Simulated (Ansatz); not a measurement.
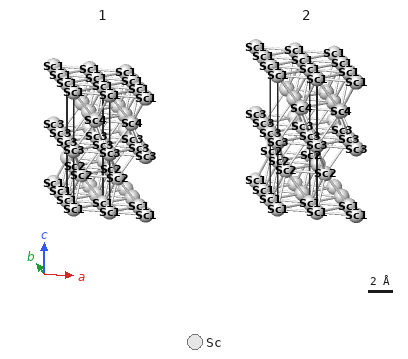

Two geometries of solid Sc (a generated structure, set up in P6_3/mmc) (coarse preliminary run), drawn at one scale. One is the start of a relaxation, the other its converged end. Style: ball-and-stick. Shown: the cell of the calculation, repeated 2 × 3 × 1 with one cell outlined, slightly off an axis.

Method: Ansatz 0.2.0, DFT PBE+D3(BJ), scalar-relativistic, plane waves, PAW. Set-up: plane-wave cutoff 420 eV; k-point mesh 6 × 6 × 2; occupations gaussian; smearing width 0.1 eV; no spin polarisation; cell and atoms relaxed; force threshold 0.05 eV/Å; at most 60 steps.

Which of the two is the end point?

Answer. Structure 1 is the relaxed one. Case: Al → Sc on all its sites, cell and atoms relaxed. The atoms keep their places relative to the cell (all moves are under 0.005 Å). The drawn cell changes as follows: a = b 3.548 → 3.254 Å (−8.3 %), c 11.649 → 10.204 Å (−12.4 %); the volume changes by −26.3 %. Some distances before and after: Sc1–Sc2 3.561 → 3.168 Å, Sc1–Sc1 3.548 → 3.254 Å. The space group stays P6_3/mmc (No. 194). Over 4 accepted moves (5 points after the start) the energy falls by 1.340 eV per cell of the calculation. All forces vanish by symmetry, so only the cell relaxes. Pressure: −10.22 GPa at the start and 0.04 GPa at the end. The SCF was repeated once at an unchanged geometry on a basis and grid sized afresh for the cell, which shifted the energy by 2.8 meV per cell of the calculation at most.
